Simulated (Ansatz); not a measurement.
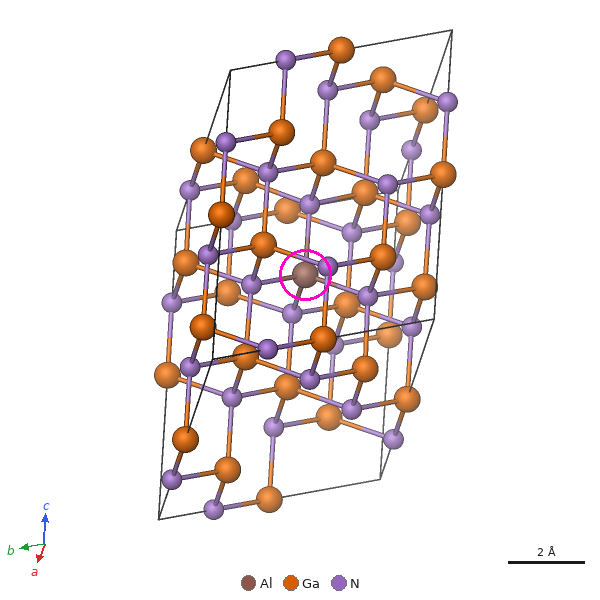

An orthographic ball-and-stick view of the structure, from a general direction. The supercell is outlined; an atom on or near a face, edge or corner is repeated at each equivalent position. The host is GaN, in a cell of 32 sites, and the cell is neutral. A ring marks the defect's site.

Question: Describe the defect.

Answer: Aluminium on a gallium site (a substitutional impurity). It is bonded to four N in a tetrahedral arrangement at about 1.9 Å.

The atoms were relaxed in the host's cell with DFT PBE, scalar-relativistic, plane waves, PAW in Ansatz.
